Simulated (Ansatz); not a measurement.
# Band-structure calculation, with input and output: RbCl

RbCl (R-3m, 2 atoms in the cell), computed with DFT, PBE, plane waves, PAW, no spin polarisation (Ansatz 0.2.0).

The structure was built on a prototype by a generator. The geometry comes from this level: r2SCAN (a point of a series of strains). It belongs to a series of runs on one base structure; here: shear_111 strain -1.0%. Figures and captions count atoms from 1; the log counts them from 0 in places.

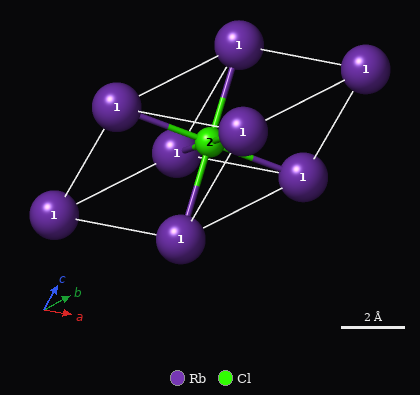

Fig. 1: The structure as given in the input (ball-and-stick view of the cell of the calculation, seen at an oblique angle; atoms are numbered from 1 in the order of the input). Near neighbours in the crystal (not all of them lie inside the picture): Rb has 6 Cl at 3.29 Å; Cl has 6 Rb at 3.29 Å.

**The input**
```yaml
crystal:
  lattice:
    - [-0.0220387521, 3.2837740701, 3.2837740701]
    - [3.2837740701, -0.0220387521, 3.2837740701]
    - [3.2837740701, 3.2837740701, -0.0220387521]
  atoms:
    - { symbol: Rb, position: [0.0, 0.0, 0.0] }
    - { symbol: Cl, position: [0.5, 0.5, 0.5] }
kpoints:
  mp_grid: { grid: [6, 6, 6] }
  band_path:
    path:
      - [0.0, 0.0, 0.0]
      - [0.5, 0.0, 0.5]
      - [0.625, 0.25, 0.625]
      - [0.375, 0.375, 0.75]
      - [0.5, 0.5, 0.5]
      - [0.5, 0.25, 0.75]
    npoints: 1
hamiltonian:
  xc: pbe
scf:
  occupations: { method: fermi_dirac, width: 0.02 }
  n_extra_bands: 4
output:
  forces: true
  stress: true
  eigenvalues: true
  write_density: true
  write_potential: true
  elf: true
  volumetric_format: npy
```

Machine: 2 threads of AMD EPYC (Zen 3), 64 GiB of memory available, shared host.

Run as:
```bash
ansatz run input.yaml --threads 2 --pin off --max-ram 2211MiB --backend cpu --events-out ev --progress --plain --runs-dir out
```

**The program's output**
```
scf.n_extra_bands = 4 over 8 filled bands (N_el = 16.0): the run solves 12 bands
Engine: ansatz 0.2.0, x86_64-unknown-linux-gnu
Pseudopotentials: kind: paw
Pseudopotential: Rb, paw, valence charge 9, recommended cutoff 420 eV (normal), Rb.paw.azcp
Pseudopotential: Cl, paw, valence charge 7, recommended cutoff 420 eV (normal), Cl.paw.azcp
Functional definition: PBE
  parameter kappa = 0.804
  parameter beta = 0.06672455060314922
  exchange = pbe_x(kappa = kappa, mu = beta*pi^2/3)
  correlation = pbe_c(beta = beta)
Crystal: 2 atoms, lattice volume = 71.532 Å³
Basis set: ecut = 420 eV, 1411 PW (Γ), exchange–correlation on 64×64×64 points (8 copies of the dense FFT grid, shifted against one another)
Bands: 12, of which v1, the nominal top of the filled ones, is band 8 counted from 1 (7 counted from 0)
Symmetry: 12 space group operations
Space group: R-3m (ITA 166), of the structure as read, at distance tolerance 4.2e-5 Å
k-points: 32 of 216
Non-local potential: Rb, projectors of the file, l = 0: 3, l = 1: 2, l = 2: 2
Non-local potential: Cl, projectors of the file, l = 0: 2, l = 1: 2, l = 2: 2
PAW form: soft (Blöchl's): semilocal exchange-correlation on the pseudo side does not see the compensation charge
PAW one-centre angular grid: Rb, 110 points (default); XC on 64 Gauss nodes
PAW one-centre angular grid: Cl, 110 points (default); XC on 64 Gauss nodes
Initial density: superposition of atomic densities (neutral atoms: chi_scale 0, normalization atom), corrected by the library's trained network
Initial wavefunctions: pseudopotential atomic-orbital guess
Functional: x = pbe(κ = 0.804, μ = 0.2195149727645171), c = pbe(β = 0.06672455060314922)
SCF iter   1: F=—  HF=-4350.756103 eV  |F-HF|=—  |Δ(HF+E_count)|=         —  Δρ=2.17e-4  dr2=4.95e-5  ethr=1.77e-3  ⟨swp⟩=8.5  Hψ=2750  notcnv=0
preconditioner: auto → none  [insulator: Δε(μ)=4.975 eV  Ē_g=13.783 eV  σ=0.020 eV  W_gap=1.00  n_scr=14 (ndim 8)  ℏωp=16.4 eV  f_vac=0.103  D(μ)=0.00/eV (n_scr^D=0)  ε∞_Penn≈2.4]
SCF iter   2: F=—  HF=-4350.756390 eV  |F-HF|=—  |Δ(HF+E_count)|=   2.87e-4  Δρ=9.24e-5  dr2=5.82e-6  ethr=3.09e-7  ⟨swp⟩=3.4  Hψ=1191  notcnv=0
SCF iter   3: F=—  HF=-4350.756404 eV  |F-HF|=—  |Δ(HF+E_count)|=   1.40e-5  Δρ=3.13e-5  dr2=4.43e-7  ethr=3.63e-8  ⟨swp⟩=2.0  Hψ=644  notcnv=0
SCF iter   4: F=—  HF=-4350.756406 eV  |F-HF|=—  |Δ(HF+E_count)|=   1.43e-6  Δρ=1.35e-5  dr2=2.51e-7  ethr=2.77e-9  ⟨swp⟩=2.0  Hψ=608  notcnv=0
iter 5 did not close the SCF: its close was put off for the readings that it lacked (scf_convergence_deferred on its scf_iter line)
SCF iter   5: F=-4350.756406 eV  HF=-4350.756406 eV  |F-HF|=9.42e-9  |Δ(HF+E_count)|=   6.87e-8  Δρ=3.08e-6  dr2=1.16e-8  ethr=1.57e-9  ⟨swp⟩=2.0  Hψ=480  notcnv=0
SCF iter   6: F=-4350.756406 eV  HF=-4350.756406 eV  |F-HF|=7.39e-10  |Δ(HF+E_count)|=   1.45e-8  Δρ=4.80e-7  dr2=1.54e-10  ethr=7.22e-11  ⟨swp⟩=6.1  Hψ=2239  notcnv=0
SCF 1 converged in 6 iterations: F = -4350.756406 eV  dr2 = 1.54e-10
  greatest PAW one-centre occupation: 0.973 electrons in one spin orbital (limit 2), on the Rb atom at site 0 (counted from 0), in its partial waves of l = 0
```

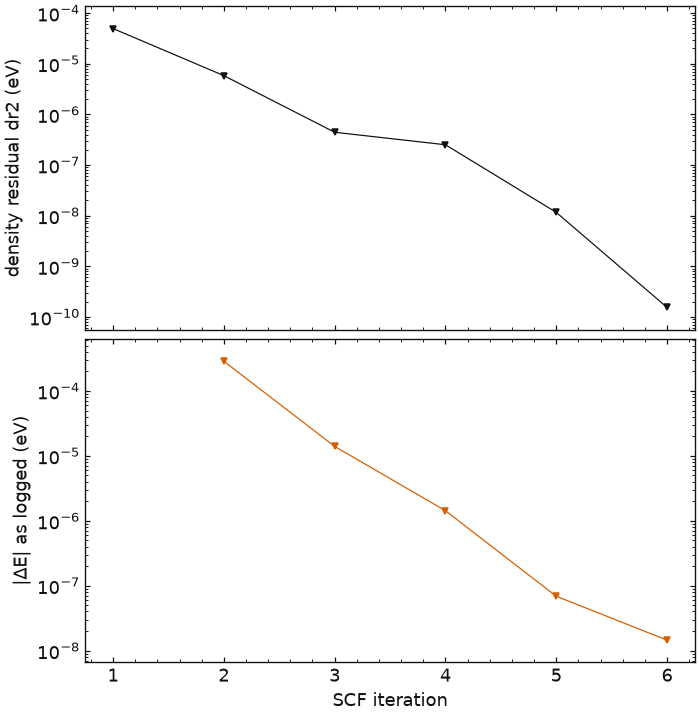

Fig. 2: Convergence of the self-consistent field: density residual dr2 and size of the energy change against the SCF iteration. The residual falls at every step.

```
NSCF: frozen V_eff on 6 k-points
SCF converged after 6 iterations
Free energy (F): -4350.756406 eV
Harris-Foulkes:  -4350.756406 eV  (|F-HF|=7.39e-10)
Internal energy: -4350.756406 eV  (E = F + TS)
E sigma→0 (E₀):  -4350.756406 eV
Fermi energy:    3.488131 eV
--- Per-component energies (eV) ---
  E_band       = -106.373443
  E_kinetic    = 355.015101
  E_local      = -811.068939  (includes V_loc(G=0)·N_el)
  E_nonlocal   = 201.608711
  E_hartree    = 221.216416
  E_xc         = -238.923456
  E_vxc        = -260.475002  (∫ρ·V_xc dr)
  E_paw        = -3277.339495  (= ΣΔE_a)
  E_vpaw       = -33.886420  (= ΣTr[D̂ρ^β])
  E_aug_tail   = 0.000089  (compensation charges beyond the density's cutoff)
  E_ewald      = -801.264833
  E_smearing   = -0.000000  (= −TS)
  E_closure    = 0.000000  (closes the sum)
  Σ components = -4350.756406   (vs F -4350.756406, Δ=0.00e0)
--- Forces (eV/Å), atoms counted from 1 ---
  atom   1  Rb     0.00000000    -0.00000000    -0.00000000
  atom   2  Cl     0.00000000    -0.00000000     0.00000000
  max |Σ_I F_I| component: 5.42e-30 eV/Å
--- Stress (GPa, compression-positive) ---
        0.792380       0.031805       0.031805
        0.031805       0.792380       0.031805
        0.031805       0.031805       0.792380
  P = ⅓ Tr σ = 0.7924 GPa (7.924 kbar)
--- Band table (eV; the first three rows and the last of 32) ---
  k-point 0: bands = ["-22.9551", "-11.0161", "-7.0015", "-7.0015", "-7.0004", "0.9727", "0.9727", "0.9853", "5.9653", "8.9318", "8.9318", "9.0146"]
  k-point 1: bands = ["-22.9513", "-11.0318", "-7.0040", "-7.0040", "-6.9941", "0.7214", "0.8849", "0.8974", "6.5808", "8.7778", "9.2705", "9.3462"]
  k-point 2: bands = ["-22.9435", "-11.0631", "-7.0109", "-7.0091", "-6.9799", "0.3031", "0.7187", "0.7337", "7.9106", "8.7756", "10.2067", "10.2875"]
  k-point 31: bands = ["-22.9389", "-11.0743", "-7.0147", "-7.0147", "-6.9836", "0.1256", "0.6313", "0.6313", "8.7134", "8.9708", "11.1393", "11.1393"]
```

**File rho_z.tsv**
```
# z_ang	rho[e/angstrom^3]
# format = ansatz-planar-average/11
# lattice	-0.022038752	3.283774070	3.283774070
# lattice	3.283774070	-0.022038752	3.283774070
# lattice	3.283774070	3.283774070	-0.022038752
# sites	2
# site	37	0.000000000	0.000000000	0.000000000
# site	17	3.272754694	3.272754694	3.272754694
0.000000	3.049316e-1
0.145125	3.032143e-1
0.290251	2.957143e-1
0.435376	2.779258e-1
0.580501	2.483172e-1
0.725627	2.111994e-1
0.870752	1.750505e-1
1.015877	1.484413e-1
1.161003	1.369049e-1
1.306128	1.422218e-1
1.451253	1.630683e-1
1.596378	1.943851e-1
1.741504	2.266979e-1
1.886629	2.500697e-1
2.031754	2.605542e-1
2.176880	2.619532e-1
2.322005	2.612749e-1
2.467130	2.619532e-1
2.612256	2.605542e-1
2.757381	2.500697e-1
2.902506	2.266979e-1
3.047632	1.943851e-1
3.192757	1.630683e-1
3.337882	1.422218e-1
3.483008	1.369049e-1
3.628133	1.484413e-1
3.773258	1.750505e-1
3.918384	2.111994e-1
4.063509	2.483172e-1
4.208634	2.779258e-1
4.353759	2.957143e-1
4.498885	3.032143e-1
```

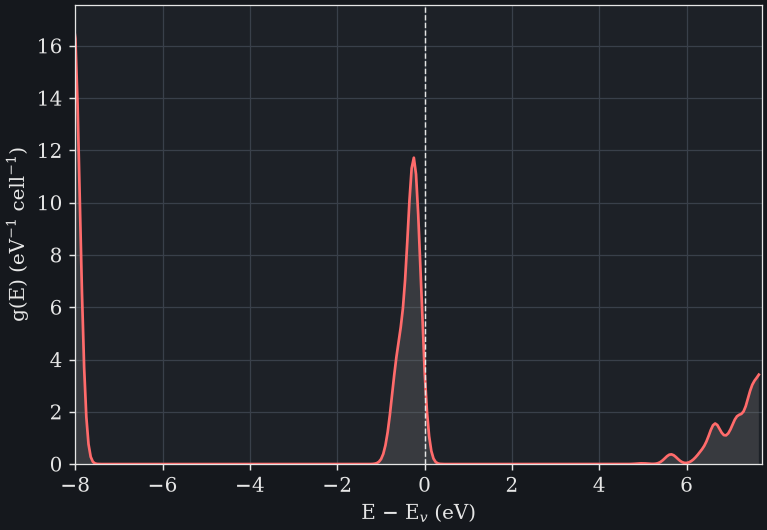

Fig. 3: Density of states (the curve is built from the levels of the k mesh with Gaussians 0.3 eV wide, which also blur the band edges), with energies from the valence-band top. There is a gap of 4.98 eV on the k-point mesh. Small ripples come from the finite k-point mesh.

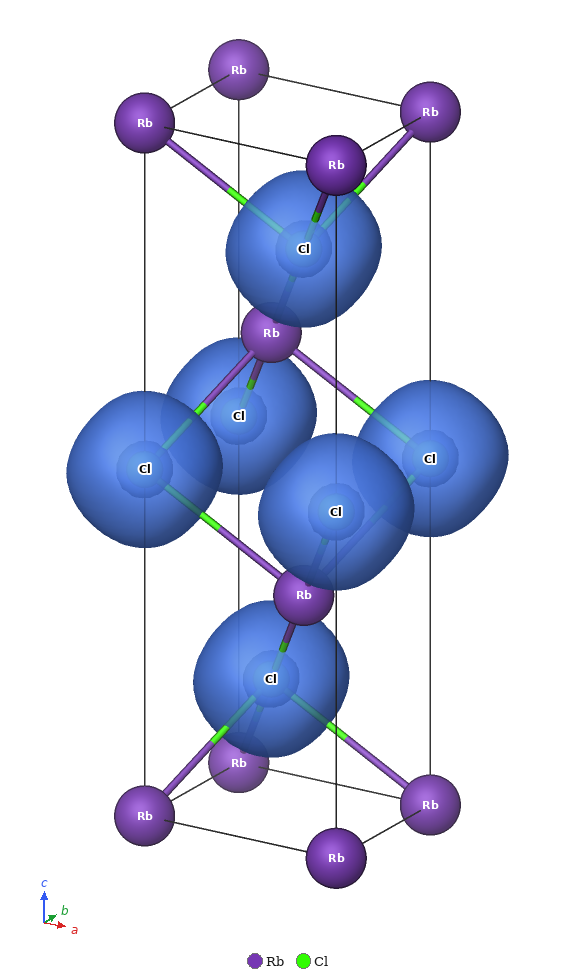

Fig. 4: Isosurface of the ELF at 0.75 (blue), seen slightly off an axis. Core shells and regions of very low density are left out. Sticks mark near contacts. The outline is the cell set on symmetry axes. The fields are those of the smooth PAW valence density.

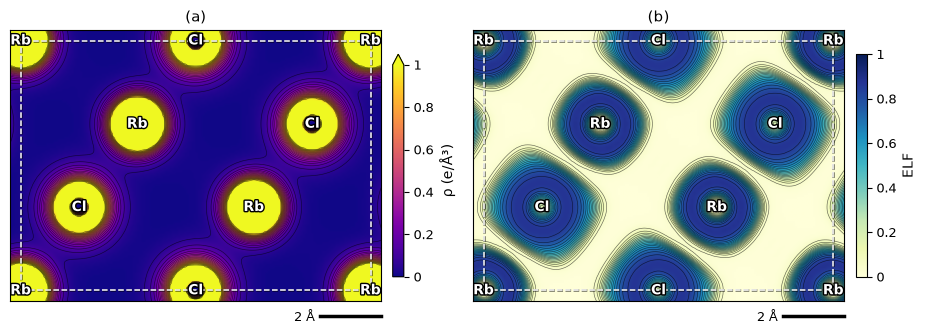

Fig. 5: (a) valence pseudo-density; (b) electron localisation function on the (110) plane of the conventional cell. The section cuts through Rb and Cl sites. Away from the nuclei the density in this plane falls to 0.004 e/Å³ at its lowest. The strong features right at Rb lie inside the PAW spheres (semicore, d or f shells) and say nothing about bonding.

**Key numbers**

| quantity | value |
| --- | --- |
| outcome | converged |
| space group (tolerance 0.01 Å) | R-3m (166) |
| electrons treated | 16 |
| free energy | −4350.7564 eV |
| Fermi energy | 3.488 eV |
| gap on the k-point mesh | 4.98 eV |
| pressure | 0.79 GPa |
| largest force (length of the vector) | under 0.001 eV/Å |
| wall time | 1.3 s (CPU time 1.9 s) |
| peak memory | 0.38 GiB |
